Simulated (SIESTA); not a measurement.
# Energy of SnTe along an even scaling of the cell

System: SnTe (2 atoms in the cell).
Method: Kohn-Sham DFT of a periodic cell, PBEsol, PseudoDojo 0.4 standard, converted to PSML, no spin polarisation (SIESTA 5.4.2).

The 7 runs differ only in the geometry, by an even scaling of the cell at fixed fractional positions. The structure derives from an entry of the Crystallography Open Database.

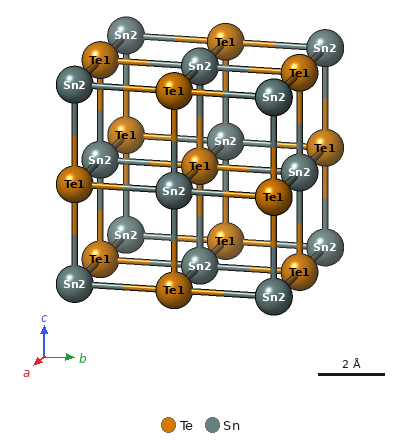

Figure 1. The structure of run 4 (ball-and-stick view of the cell 4 times as large as that of the calculation, set on its symmetry axes, seen slightly off an axis; atoms are numbered from 1 in the order of the input). An atom can appear more than once, as a periodic image.

**Input of run 4**
```
SystemName                      SnTe
SystemLabel                     SnTe
NumberOfSpecies                 2
NumberOfAtoms                   2
%block ChemicalSpeciesLabel
  1  52 Te
  2  50 Sn
%endblock ChemicalSpeciesLabel

LatticeConstant                 1.0 Ang
%block LatticeVectors
     0.0000000000     3.1508500000     3.1508500000
     3.1508500000     0.0000000000     3.1508500000
     3.1508500000     3.1508500000     0.0000000000
%endblock LatticeVectors
AtomicCoordinatesFormat         Fractional
%block AtomicCoordinatesAndAtomicSpecies
     0.5000000000     0.5000000000     0.5000000000  1  Te
     0.0000000000     0.0000000000     0.0000000000  2  Sn
%endblock AtomicCoordinatesAndAtomicSpecies

%block kgrid.MonkhorstPack
    7   0   0  0.0
    0   7   0  0.0
    0   0   7  0.0
%endblock kgrid.MonkhorstPack
XC.Functional                   GGA
XC.Authors                      PBEsol
PAO.BasisSize                   DZP
PAO.EnergyShift                 0.003 Ry
Mesh.Cutoff                     500 Ry
OccupationFunction              FD
ElectronicTemperature           0.05 eV
MaxSCFIterations                120
SCF.MustConverge                false
SCF.Mixer.Method                Pulay
SCF.Mixer.Weight                0.25
SCF.Mixer.History               8
SCF.DM.Tolerance                5.0e-05
SCF.H.Tolerance                 1.0e-03 eV
WriteForces                     true
Charge.Mulliken                 end
%block PAO.Basis
  Te 4
  n=5 0 2
    5.613 0.000
  n=5 1 2
    7.253 0.000
  n=4 2 2
    3.260 0.000
  n=5 2 1
    7.253
  Sn 4
  n=5 0 2
    6.406 0.000
  n=5 1 2
    8.599 0.000
  n=4 2 2
    3.767 0.000
  n=5 2 1
    8.599
%endblock PAO.Basis
```

Command:
```bash
siesta SnTe.fdf > SnTe.out 2>&1
```

Lattice vectors (Å) and fractional positions of run 4:
```
   0.000000    3.150850    3.150850
   3.150850    0.000000    3.150850
   3.150850    3.150850    0.000000
Te  0.500000  0.500000  0.500000
Sn  0.000000  0.000000  0.000000
```

Run 5 differs from it as follows:
```diff
-     0.0000000000     3.1508500000     3.1508500000
-     3.1508500000     0.0000000000     3.1508500000
-     3.1508500000     3.1508500000     0.0000000000
+     0.0000000000     3.1717171644     3.1717171644
+     3.1717171644     0.0000000000     3.1717171644
+     3.1717171644     3.1717171644     0.0000000000
```

**Results, with one run withheld**

```tsv
run	volume per atom (Å³)	free energy per atom, from the lowest run given (meV)	pressure (GPa)	gap on the mesh (eV)
1	29.404	22.67	3.90	0.63
2	30.030	10.93	2.56	0.68
3	30.656	3.27	1.38	0.71
4	31.281	0.00	0.32	0.70
5	31.907	?	?	?
6	32.532	4.63	−1.42	0.70
7	33.158	11.63	−2.13	0.70
```

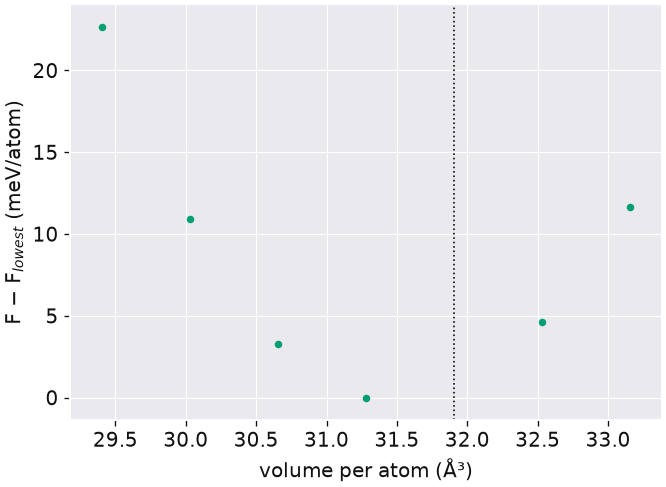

Figure 2. Free energy per atom of the runs given; the dotted line marks run 5.

Estimate the energy of run 5 from the others.

A cubic polynomial in V^(−2/3) (the Birch–Murnaghan form), fitted to the 6 runs given, misses them by at most 0.15 meV per atom. With x = V^(−2/3) − 0.10105 Å⁻², it reads F = 0.49739 + 1669.6 x + 1.0336e+06 x² − 3.2555e+06 x³ (meV per atom). At run 5 it gives 0.56 meV per atom, and the run itself gives 0.67. The slope of the fit gives a pressure −dF/dV of −0.58 GPa there, and the run prints −0.61 GPa. The fit has its minimum at 31.507 Å³ per atom, where V d²F/dV² gives 47.3 GPa: the bulk modulus at this level, since symmetry fixes the shape and the positions. The gap on the mesh lies between 0.63 eV (run 1) and 0.71 eV (run 3); run 5 has 0.70 eV. These are gaps of this functional on this mesh, which can miss the band edges; they aren't the measured gap.

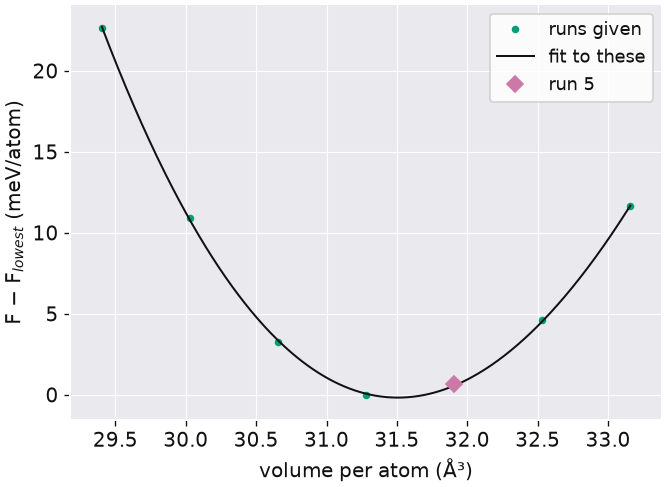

Figure 3. The fit and the withheld run.

**Some lines of the output (run 5)**
```
[...]
outcell: Cell volume (Ang**3)        :     63.8136
stepf: Fermi-Dirac step function
siesta: Etot    =     -4987.922932
siesta: FreeEng =     -4987.922973
        iscf     Eharris(eV)        E_KS(eV)     FreeEng(eV)     dDmax    Ef(eV) dHmax(eV)
siesta: E_KS(eV) =            -4988.0002
siesta: E_KS - E_eggbox =     -4988.0002
siesta: Etot    =     -4988.000191
siesta: FreeEng =     -4988.000240
siesta:         Fermi =      -3.923069
siesta: Cell volume =         63.813616 Ang**3
    Orbital volume contribution        =           2.355251 eV
```

Notes: Points of doubt noted for this run: mulliken charges of long orbitals. With a small basis of atomic orbitals these values can differ much from converged plane-wave results.
